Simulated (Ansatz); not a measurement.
## MgH: geometry relaxation

The run: geometry relaxation of MgH (P4/nmm, 4 atoms in the cell). Method and program: DFT PBE, scalar-relativistic, plane waves, PAW, no spin polarisation (Ansatz 0.2.0).

The structure was made by a generator, so it may or may not be a known phase. Figures and captions count atoms from 1; the log counts them from 0 in places.

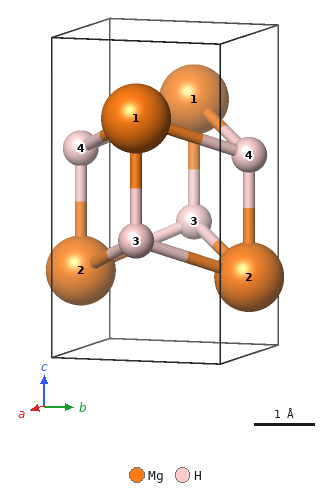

**Figure 1.** The starting structure (ball-and-stick view of the cell of the calculation, seen slightly off an axis; atoms are numbered from 1 in the order of the input). Near neighbours in the crystal (not all of them lie inside the picture): Mg has 5 H at 2.06 to 2.23 Å; H has 5 Mg at 2.06 to 2.23 Å.

**Key numbers**

| quantity | value |
| --- | --- |
| outcome | converged |
| space group (tolerance 0.01 Å) | P4/nmm (129) |
| electrons treated | 22 |
| free energy | −3878.9356 eV |
| Fermi energy | 6.128 eV |
| gap on the k-point mesh | none (metallic) |
| pressure | 0.00 GPa |
| final volume | 48.27 Å³ |
| largest force (length of the vector) at the end | 0.005 eV/Å |
| final cell | a = 2.987 Å, b = 2.987 Å, c = 5.410 Å, α = 90.00°, β = 90.00°, γ = 90.00° |
| hardware | 1 thread of Intel Xeon (Sapphire Rapids), 192 GiB of memory available, shared host |
| wall time | 38 s |
| peak memory | 0.49 GiB |

**Input file**
```yaml
crystal:
  lattice:
    - [2.9842430895, 0.0, 0.0]
    - [0.0, 2.9842430895, 0.0]
    - [0.0, 0.0, 5.3973024987]
  atoms:
    - { symbol: Mg, position: [0.0, 0.5, 0.757558527] }
    - { symbol: Mg, position: [0.5, 0.0, 0.242441473] }
    - { symbol: H, position: [0.0, 0.5, 0.3757419577] }
    - { symbol: H, position: [0.5, 0.0, 0.6242580423] }
basis:
  ecutwfc: 420
kpoints:
  mp_grid: { grid: [16, 16, 10] }
hamiltonian:
  xc: pbe
scf:
  occupations: { method: gaussian, width: 0.1 }
output:
  forces: true
  stress: true
  eigenvalues: true
  write_density: true
  write_potential: true
  elf: true
  volumetric_format: npy
relax:
  adjacent_minimum: "off"
  f_tol: 0.01
  max_steps: 80
  cell: { stress_tol: 0.05 }
```

Run as:
```bash
ansatz run input.yaml --threads 1 --pin off --max-ram 2048MiB --backend cpu --events-out ev --progress --plain --runs-dir out
```

**The program's output**
```
Engine: ansatz 0.2.0, x86_64-unknown-linux-gnu
Pseudopotentials: kind: paw
Pseudopotential: Mg, paw, valence charge 10, recommended cutoff 420 eV (normal), Mg.paw.azcp
Pseudopotential: H, paw, valence charge 1, recommended cutoff 420 eV (normal), H.paw.azcp
Functional definition: PBE
  parameter kappa = 0.804
  parameter beta = 0.06672455060314922
  exchange = pbe_x(kappa = kappa, mu = beta*pi^2/3)
  correlation = pbe_c(beta = beta)
Crystal: 4 atoms, lattice volume = 48.067 Å³
Basis set: ecut = 420 eV, 911 PW (Γ), exchange–correlation on 40×40×80 points (8 copies of the dense FFT grid, shifted against one another)
Bands: 15, of which v1, the nominal top of the filled ones, is band 11 counted from 1 (10 counted from 0)
Symmetry: 16 space group operations
Space group: P4/nmm (ITA 129), of the structure as read, at distance tolerance 3.6e-5 Å
k-points: 270 of 2560
Non-local potential: Mg, projectors of the file, l = 0: 3, l = 1: 2, l = 2: 1
Non-local potential: H, projectors of the file, l = 0: 2, l = 1: 1
PAW form: soft (Blöchl's): semilocal exchange-correlation on the pseudo side does not see the compensation charge
PAW one-centre angular grid: Mg, 110 points (default); XC on 64 Gauss nodes
PAW one-centre angular grid: H, 110 points (default); XC on 64 Gauss nodes
Initial density: superposition of atomic densities (neutral atoms: chi_scale 0, normalization atom), corrected by the library's trained network
Initial wavefunctions: pseudopotential atomic-orbital guess
Functional: x = pbe(κ = 0.804, μ = 0.2195149727645171), c = pbe(β = 0.06672455060314922)
SCF iter   1: F=—  HF=-3878.944769 eV  |F-HF|=—  |Δ(HF+E_count)|=         —  Δρ=6.43e-3  dr2=3.19e-2  ethr=1.77e-3  ⟨swp⟩=5.0  Hψ=19602  notcnv=0
preconditioner: auto → none  [metal: Δε(μ)=0.013 eV  Ē_g=8.220 eV  σ=0.100 eV  W_gap=0.08  n_scr=8 (ndim 8)  ℏωp=13.1 eV  f_vac=0.000  D(μ)=0.70/eV (n_scr^D=2)  sad-step TF]
SCF iter   2: F=—  HF=-3878.939866 eV  |F-HF|=—  |Δ(HF+E_count)|=   4.90e-3  Δρ=4.05e-3  dr2=1.66e-2  ethr=1.45e-4  ⟨swp⟩=1.0  Hψ=6214  notcnv=0
SCF iter   3: F=—  HF=-3878.935650 eV  |F-HF|=—  |Δ(HF+E_count)|=   4.22e-3  Δρ=1.00e-3  dr2=1.13e-3  ethr=7.55e-5  ⟨swp⟩=2.0  Hψ=5315  notcnv=0
SCF iter   4: F=—  HF=-3878.935300 eV  |F-HF|=—  |Δ(HF+E_count)|=   3.50e-4  Δρ=2.58e-4  dr2=2.54e-5  ethr=5.11e-6  ⟨swp⟩=2.0  Hψ=4717  notcnv=0
SCF iter   5: F=—  HF=-3878.935458 eV  |F-HF|=—  |Δ(HF+E_count)|=   1.58e-4  Δρ=4.44e-5  dr2=3.51e-7  ethr=1.15e-7  ⟨swp⟩=2.0  Hψ=4875  notcnv=0  defer=1
SCF iter   6: F=-3878.935458 eV  HF=-3878.935458 eV  |F-HF|=7.23e-9  |Δ(HF+E_count)|=   3.40e-7  Δρ=5.80e-6  dr2=6.39e-9  ethr=4.55e-10  ⟨swp⟩=9.3  Hψ=28571  notcnv=0
SCF 1 converged in 6 iterations: F = -3878.935458 eV  dr2 = 6.39e-9
  greatest PAW one-centre occupation: 1.000 electrons in one spin orbital (limit 2), on the Mg atom at site 1 (counted from 0), in its partial waves of l = 0
relax step   1: F+E_penalty+E_count = -3878.93545792 eV  Δ(F+E_penalty+E_count) = +0.000e0 eV  max|allowed force component| = 8.447e-3 eV/Å  Δτ_max = 0.0000 Å  P = +0.185 GPa  Ω = 48.067 Å³  (6 SCF iters, dr2 threshold 1.00e-7 eV, accepted)
Crystal: 4 atoms, lattice volume = 48.498 Å³
Basis set: ecut = 420 eV, 943 PW (Γ), exchange–correlation on 40×40×80 points (8 copies of the dense FFT grid, shifted against one another)
Initial density: handed on by an earlier stage of this run
Initial wavefunctions: those handed on with the density
iter 1 solved again at ethr=9.19e-7 eV; its pass at ethr=3.10e-3 eV (dr2=2.02e-4 eV) is discarded
SCF iter   1: F=—  HF=-3878.934576 eV  |F-HF|=—  |Δ(HF+E_count)|=         —  Δρ=7.84e-4  dr2=1.95e-4  ethr=9.19e-7  ⟨swp⟩=2.3  Hψ=25528  notcnv=0
preconditioner: auto → none  [metal: Δε(μ)=0.013 eV  Ē_g=8.174 eV  σ=0.100 eV  W_gap=0.07  n_scr=8 (ndim 8)  ℏωp=13.1 eV  f_vac=0.000  D(μ)=0.69/eV (n_scr^D=2)]
SCF iter   2: F=—  HF=-3878.934525 eV  |F-HF|=—  |Δ(HF+E_count)|=   5.14e-5  Δρ=3.23e-4  dr2=2.54e-5  ethr=8.86e-7  ⟨swp⟩=2.0  Hψ=4578  notcnv=0
SCF iter   3: F=—  HF=-3878.934677 eV  |F-HF|=—  |Δ(HF+E_count)|=   1.52e-4  Δρ=4.81e-5  dr2=6.39e-7  ethr=1.15e-7  ⟨swp⟩=2.0  Hψ=4640  notcnv=0
SCF iter   4: F=-3878.934677 eV  HF=-3878.934677 eV  |F-HF|=8.64e-8  |Δ(HF+E_count)|=   5.86e-8  Δρ=1.51e-5  dr2=1.42e-7  ethr=8.55e-10  ⟨swp⟩=9.1  Hψ=31473  notcnv=0
SCF 2 converged in 4 iterations: F = -3878.934677 eV  dr2 = 1.42e-7
  Residual-converged pass: ⟨swp⟩=1.0  Hψ=5140  notcnv=0  max |occ|·‖R‖ = 7.1e-9 eV (tolerance 1.0e-8 eV)  dr2=1.42e-7  dr2_onsite=5.04e-9  max |Δocc| = 3.7e-10
relax step   2: F+E_penalty+E_count = -3878.93467682 eV  Δ(F+E_penalty+E_count) = +7.811e-4 eV  max|allowed force component| = 4.057e-2 eV/Å  Δτ_max = 0.0093 Å  P = -0.158 GPa  Ω = 48.498 Å³  energy of the carried Pulay correction = -2.161e-4 eV  (4 SCF iters, dr2 threshold 1.88e-7 eV, rejected (line search))
Crystal: 4 atoms, lattice volume = 48.248 Å³
Basis set: ecut = 420 eV, 927 PW (Γ), exchange–correlation on 40×40×80 points (8 copies of the dense FFT grid, shifted against one another)
iter 1 solved again at ethr=3.35e-7 eV; its pass at ethr=3.10e-3 eV (dr2=7.37e-5 eV) is discarded
SCF iter   1: F=—  HF=-3878.935320 eV  |F-HF|=—  |Δ(HF+E_count)|=         —  Δρ=5.51e-4  dr2=7.23e-5  ethr=3.35e-7  ⟨swp⟩=2.9  Hψ=25844  notcnv=0
preconditioner: auto → none  [metal: Δε(μ)=0.014 eV  Ē_g=8.195 eV  σ=0.100 eV  W_gap=0.08  n_scr=8 (ndim 8)  ℏωp=13.1 eV  f_vac=0.000  D(μ)=0.70/eV (n_scr^D=2)]
SCF iter   2: F=—  HF=-3878.935473 eV  |F-HF|=—  |Δ(HF+E_count)|=   1.52e-4  Δρ=2.42e-4  dr2=1.04e-5  ethr=3.29e-7  ⟨swp⟩=2.0  Hψ=4811  notcnv=0
SCF iter   3: F=—  HF=-3878.935473 eV  |F-HF|=—  |Δ(HF+E_count)|=   1.53e-7  Δρ=4.73e-5  dr2=1.20e-6  ethr=4.71e-8  ⟨swp⟩=2.0  Hψ=4856  notcnv=0
SCF iter   4: F=—  HF=-3878.935474 eV  |F-HF|=—  |Δ(HF+E_count)|=   6.36e-7  Δρ=1.73e-5  dr2=5.78e-8  ethr=5.45e-9  ⟨swp⟩=2.5  Hψ=5686  notcnv=0
SCF iter   5: F=—  HF=-3878.935474 eV  |F-HF|=—  |Δ(HF+E_count)|=   3.16e-8  Δρ=2.38e-6  dr2=1.29e-9  ethr=2.63e-10  ⟨swp⟩=2.1  Hψ=4814  notcnv=0
SCF iter   6: F=-3878.935474 eV  HF=-3878.935474 eV  |F-HF|=1.77e-11  |Δ(HF+E_count)|=  9.14e-10  Δρ=4.22e-7  dr2=3.16e-11  ethr=1.00e-12  ⟨swp⟩=4.0  Hψ=19112  notcnv=0
SCF 3 converged in 6 iterations: F = -3878.935474 eV  dr2 = 3.16e-11
relax step   3: F+E_penalty+E_count = -3878.93547358 eV  Δ(F+E_penalty+E_count) = -1.565e-5 eV  max|allowed force component| = 1.250e-2 eV/Å  Δτ_max = 0.0047 Å  P = -0.004 GPa  Ω = 48.248 Å³  energy of the carried Pulay correction = -9.180e-5 eV  (6 SCF iters, accepted)
Crystal: 4 atoms, lattice volume = 48.267 Å³
iter 1 solved again at ethr=4.47e-8 eV; its pass at ethr=3.10e-3 eV (dr2=9.83e-6 eV) is discarded
SCF iter   1: F=—  HF=-3878.935348 eV  |F-HF|=—  |Δ(HF+E_count)|=         —  Δρ=1.80e-4  dr2=9.68e-6  ethr=4.47e-8  ⟨swp⟩=2.9  Hψ=22865  notcnv=0
preconditioner: auto → none  [metal: Δε(μ)=0.013 eV  Ē_g=8.194 eV  σ=0.100 eV  W_gap=0.07  n_scr=8 (ndim 8)  ℏωp=13.1 eV  f_vac=0.000  D(μ)=0.70/eV (n_scr^D=2)]
SCF iter   2: F=—  HF=-3878.935506 eV  |F-HF|=—  |Δ(HF+E_count)|=   1.58e-4  Δρ=7.93e-5  dr2=1.26e-6  ethr=4.40e-8  ⟨swp⟩=2.0  Hψ=4751  notcnv=0
SCF iter   3: F=—  HF=-3878.935506 eV  |F-HF|=—  |Δ(HF+E_count)|=   1.38e-7  Δρ=2.72e-5  dr2=1.71e-7  ethr=5.72e-9  ⟨swp⟩=1.9  Hψ=4408  notcnv=0
SCF iter   4: F=-3878.935506 eV  HF=-3878.935506 eV  |F-HF|=4.72e-9  |Δ(HF+E_count)|=   3.31e-8  Δρ=4.59e-6  dr2=2.68e-9  ethr=4.44e-11  ⟨swp⟩=5.2  Hψ=22654  notcnv=0
SCF 4 converged in 4 iterations: F = -3878.935506 eV  dr2 = 2.68e-9
relax step   4: F+E_penalty+E_count = -3878.93550598 eV  Δ(F+E_penalty+E_count) = -3.240e-5 eV  max|allowed force component| = 4.628e-3 eV/Å  Δτ_max = 0.0026 Å  P = +0.002 GPa  Ω = 48.267 Å³  energy of the carried Pulay correction = -1.015e-4 eV  (4 SCF iters, dr2 threshold 9.77e-9 eV, accepted)
Initial wavefunctions: pseudopotential atomic-orbital guess (no wavefunctions were taken with the density)
iter 1 solved again at ethr=2.10e-8 eV; its pass at ethr=3.10e-3 eV (dr2=4.61e-6 eV) is discarded
SCF iter   1: F=—  HF=-3878.935450 eV  |F-HF|=—  |Δ(HF+E_count)|=         —  Δρ=2.83e-5  dr2=1.80e-8  ethr=2.10e-8  ⟨swp⟩=3.9  Hψ=31307  notcnv=0
preconditioner: auto → none  [metal: Δε(μ)=0.013 eV  Ē_g=8.195 eV  σ=0.100 eV  W_gap=0.07  n_scr=8 (ndim 8)  ℏωp=13.1 eV  f_vac=0.000  D(μ)=0.70/eV (n_scr^D=2)]
SCF iter   2: F=—  HF=-3878.935611 eV  |F-HF|=—  |Δ(HF+E_count)|=   1.61e-4  Δρ=1.39e-5  dr2=4.09e-9  ethr=8.19e-11  ⟨swp⟩=2.2  Hψ=7099  notcnv=0
SCF iter   3: F=—  HF=-3878.935611 eV  |F-HF|=—  |Δ(HF+E_count)|=   4.19e-7  Δρ=5.16e-6  dr2=6.15e-10  ethr=1.86e-11  ⟨swp⟩=2.0  Hψ=4870  notcnv=0
SCF iter   4: F=—  HF=-3878.935611 eV  |F-HF|=—  |Δ(HF+E_count)|=   6.59e-8  Δρ=6.10e-7  dr2=6.14e-11  ethr=2.80e-12  ⟨swp⟩=2.0  Hψ=4880  notcnv=0
SCF iter   5: F=-3878.935611 eV  HF=-3878.935611 eV  |F-HF|=9.09e-13  |Δ(HF+E_count)|=  6.32e-10  Δρ=1.22e-7  dr2=4.30e-12  ethr=1.00e-12  ⟨swp⟩=5.5  Hψ=15087  notcnv=0
SCF 5 converged in 5 iterations: F = -3878.935611 eV  dr2 = 4.30e-12
relax step   5: F+E_penalty+E_count = -3878.93561149 eV  Δ(F+E_penalty+E_count) = -1.055e-4 eV  max|allowed force component| = 4.616e-3 eV/Å  Δτ_max = 0.0000 Å  P = +0.004 GPa  Ω = 48.267 Å³  stress off target by 4.92e-3 GPa  SCF on the basis re-selected at this cell (its energy is not comparable with the rows above)  (5 SCF iters)
```

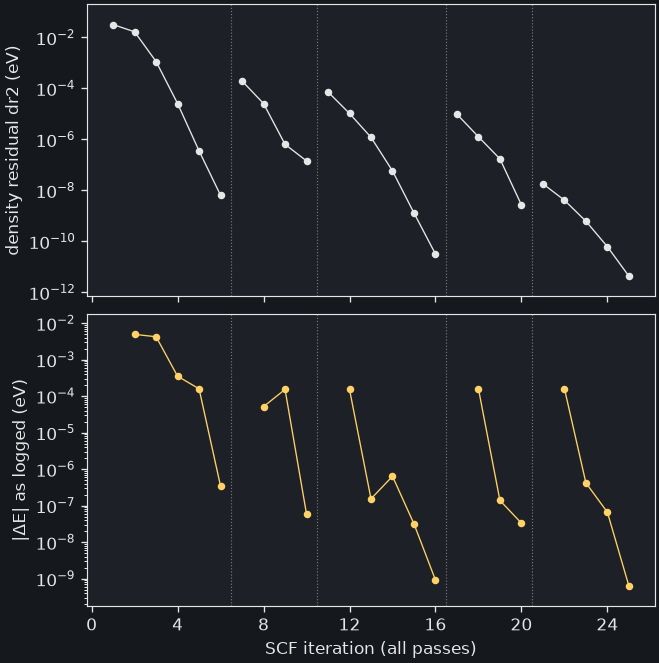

**Figure 2.** Convergence of the self-consistent field: density residual dr2 and size of the energy change against the SCF iteration. The dotted lines part the SCF passes of the relaxation: geometry steps, rejected trials and re-solves on a re-selected basis. The 5 passes take 4 to 6 iterations each, 25 in all.

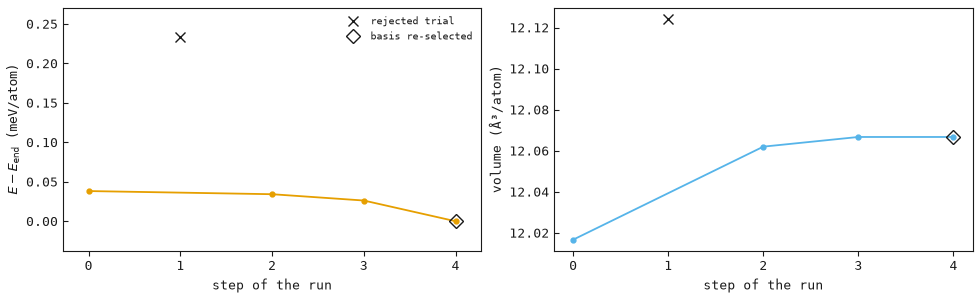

**Figure 3.** Progress of the relaxation, step by step (the first geometry is step 0 here and step 1 in the log). The atoms keep their places relative to the cell (all moves are under 0.005 Å). Cell: a = b 2.984 → 2.987 Å (+0.1 %), c 5.397 → 5.410 Å (+0.2 %). Volume +0.4 %. The space group stays P4/nmm (No. 129). The energy falls by next to nothing (0.0 meV per atom) in 3 geometry steps. The largest force component goes from 0.0084 to 0.0046 eV/Å. Pressure: 0.19 GPa at the start and 0.00 GPa at the end. The line search rejected the trial step at point 1 (counted from 0) and went back. A last SCF at the same geometry on a re-selected plane-wave basis shifts the energy by next to nothing (0.0 meV per atom). (Atoms are counted from 1 in the order of the input.)

```
basis re-selected at this cell: Δ(F+E_penalty+E_count) = -1.055e-4 eV, ΔP = +0.002 GPa vs the last step (what re-selecting the basis moved, of the pressure what is left beyond the Pulay correction that the steps carried, after the strain that the cell walked since its last selection, with what the two solves' SCF thresholds leave and, on support functions, any second-order correction that the steps lacked; it is no measure of the basis error at this ecutwfc). This SCF's stress stands 4.92e-3 GPa from its target on what of the cell is left free (relax.cell.stress_tol is 5.00e-2 GPa) and its largest allowed force component is 4.62e-3 eV/Å (relax.f_tol is 1.00e-2 eV/Å): within both
SCF converged after 5 iterations
Free energy (F): -3878.935611 eV
Harris-Foulkes:  -3878.935611 eV  (|F-HF|=9.09e-13)
Internal energy: -3878.932112 eV  (E = F + TS)
E sigma→0 (E₀):  -3878.933862 eV
Entropy (-TS):   -0.003500 eV (-0.875 meV/atom)
Fermi energy:    6.127832 eV
--- Per-component energies (eV) ---
  E_band       = -715.268410
  E_kinetic    = 178.540618
  E_local      = -3221.416245  (includes V_loc(G=0)·N_el)
  E_nonlocal   = 194.017849
  E_hartree    = 1145.134781
  E_xc         = -75.860583
  E_vxc        = -97.980344  (∫ρ·V_xc dr)
  E_paw        = -586.437269  (= ΣΔE_a)
  E_vpaw       = -58.697552  (= ΣTr[D̂ρ^β])
  E_aug_tail   = -0.002364  (compensation charges beyond the density's cutoff)
  E_ewald      = -1512.908898
  E_smearing   = -0.003500  (= −TS)
  E_closure    = -0.000000  (closes the sum)
  Σ components = -3878.935611   (vs F -3878.935611, Δ=0.00e0)
--- Forces (eV/Å), atoms counted from 1 ---
  atom   1  Mg     0.00000000     0.00000000     0.00461613
  atom   2  Mg    -0.00000000     0.00000000    -0.00461613
  atom   3  H      0.00000000     0.00000000    -0.00114610
  atom   4  H     -0.00000000     0.00000000     0.00114610
  max |Σ_I F_I| component: 3.36e-18 eV/Å
--- Stress (GPa, compression-positive) ---
        0.004923       0.000000      -0.000000
        0.000000       0.004923      -0.000000
       -0.000000      -0.000000       0.002295
  P = ⅓ Tr σ = 0.0040 GPa (0.040 kbar)
--- Band table (eV; the first three rows and the last of 270) ---
  k-point 0: bands = ["-70.3331", "-70.3318", "-37.0915", "-37.0915", "-37.0879", "-37.0879", "-37.0589", "-37.0415", "-3.3219", "1.3433", "2.7757", "10.7146", "13.4457", "14.2009", "14.2009"]
  k-point 1: bands = ["-70.3331", "-70.3319", "-37.0914", "-37.0914", "-37.0880", "-37.0880", "-37.0585", "-37.0420", "-3.2886", "0.9953", "3.1936", "10.6612", "13.4936", "14.2401", "14.2401"]
  k-point 2: bands = ["-70.3330", "-70.3319", "-37.0912", "-37.0912", "-37.0883", "-37.0883", "-37.0573", "-37.0432", "-3.1944", "0.4070", "3.9854", "10.4744", "13.6370", "14.3559", "14.3559"]
  k-point 269: bands = ["-70.3276", "-70.3276", "-37.1213", "-37.1213", "-37.1200", "-37.1200", "-37.0437", "-37.0437", "2.4704", "2.4704", "7.1260", "7.1260", "7.6544", "7.6544", "9.4499"]
--- Relaxed structure (4 steps of the walk, 3 accepted, 1 SCFs on fresh bases) ---
  F+E_penalty+E_count = -3878.93561149 eV   max|allowed force component| = 4.616e-3 eV/Å   (the final SCF, on the basis selected at the relaxed cell)
  cell:  # Å, volume = 48.2669 Å³
    - [2.986869869938667, -2.4699016342643993e-34, -3.1614740918584315e-33]
    - [-2.4699016342643993e-34, 2.986869869938667, -1.1361547517616238e-34]
    - [-5.7178425161141104e-33, -2.0548496542285086e-34, 5.410238444273584]
  atoms:
    - { symbol: Mg, position: [1.6335834667366147e-34, 0.5, 0.7572793754088522] }
    - { symbol: Mg, position: [0.5, 1.6134157696164078e-35, 0.24272062459114782] }
    - { symbol: H, position: [1.1898941300921012e-34, 0.5, 0.3761964660424726] }
    - { symbol: H, position: [0.5, -1.6134157696164078e-35, 0.6238035339575273] }
```

**Trajectory as extended XYZ (Å, eV, eV/Å), 5 frames, from step=1 to step=5**
```
4
Lattice="2.9842 0.0000 0.0000 0.0000 2.9842 0.0000 0.0000 0.0000 5.3973" Properties=species:S:1:pos:R:3:forces:R:3 step=1 energy=-3878.93546 pressure_GPa=0.19
Mg    0.0000    1.4921    4.0888    0.0000   0.0000  -0.0014
Mg    1.4921    0.0000    1.3085    0.0000   0.0000   0.0014
H     0.0000    1.4921    2.0280    0.0000   0.0000   0.0084
H     1.4921    0.0000    3.3693    0.0000   0.0000  -0.0084
4
Lattice="2.9877 0.0000 0.0000 0.0000 2.9877 0.0000 0.0000 0.0000 5.4331" Properties=species:S:1:pos:R:3:forces:R:3 step=2 energy=-3878.93468 pressure_GPa=-0.16 accepted=F
Mg    0.0000    1.4939    4.1089    0.0000   0.0000   0.0406
Mg    1.4939    0.0000    1.3241    0.0000   0.0000  -0.0406
H     0.0000    1.4939    2.0508    0.0000   0.0000  -0.0300
H     1.4939    0.0000    3.3822    0.0000   0.0000   0.0300
4
Lattice="2.9864 0.0000 0.0000 0.0000 2.9864 0.0000 0.0000 0.0000 5.4098" Properties=species:S:1:pos:R:3:forces:R:3 step=3 energy=-3878.93547 pressure_GPa=-0.00
Mg    0.0000    1.4932    4.0993    0.0000   0.0000  -0.0125
Mg    1.4932    0.0000    1.3105    0.0000   0.0000   0.0125
H     0.0000    1.4932    2.0374    0.0000   0.0000  -0.0085
H     1.4932    0.0000    3.3724    0.0000   0.0000   0.0085
4
Lattice="2.9869 0.0000 0.0000 0.0000 2.9869 0.0000 0.0000 0.0000 5.4102" Properties=species:S:1:pos:R:3:forces:R:3 step=4 energy=-3878.93551 pressure_GPa=0.00
Mg    0.0000    1.4934    4.0971    0.0000   0.0000   0.0046
Mg    1.4934    0.0000    1.3132    0.0000   0.0000  -0.0046
H     0.0000    1.4934    2.0353    0.0000   0.0000  -0.0011
H     1.4934    0.0000    3.3749    0.0000   0.0000   0.0011
4
Lattice="2.9869 0.0000 0.0000 0.0000 2.9869 0.0000 0.0000 0.0000 5.4102" Properties=species:S:1:pos:R:3:forces:R:3 step=5 energy=-3878.93561 pressure_GPa=0.00
Mg    0.0000    1.4934    4.0971    0.0000   0.0000   0.0046
Mg    1.4934    0.0000    1.3132    0.0000   0.0000  -0.0046
H     0.0000    1.4934    2.0353    0.0000   0.0000  -0.0011
H     1.4934    0.0000    3.3749    0.0000   0.0000   0.0011
```

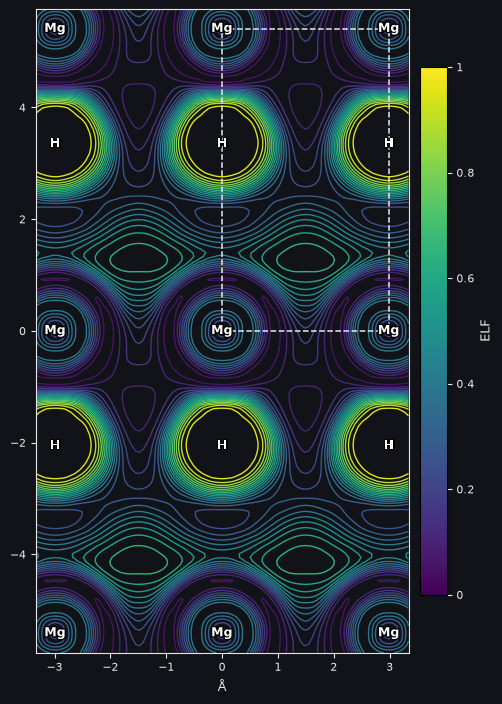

**Figure 4.** Electron localisation function on the (100) plane of the conventional cell. Atoms in the plane: Mg and H. Mg–H (2.06 Å): the ELF climbs to about 1 towards the hydrogen, as it does in any bond to H. Core electrons are frozen (PAW), so the fields are smoothed inside the atomic spheres.

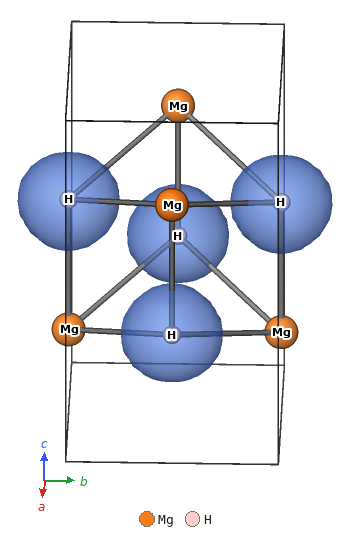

**Figure 5.** Isosurface of the electron localisation function at 0.9 (blue), seen at an oblique angle. Core shells and regions of very low density are left out. Sticks mark near contacts. The outline is the cell set on symmetry axes. Profiles from the grid: Mg–H (2.06 Å): the ELF climbs to about 1 towards the hydrogen.
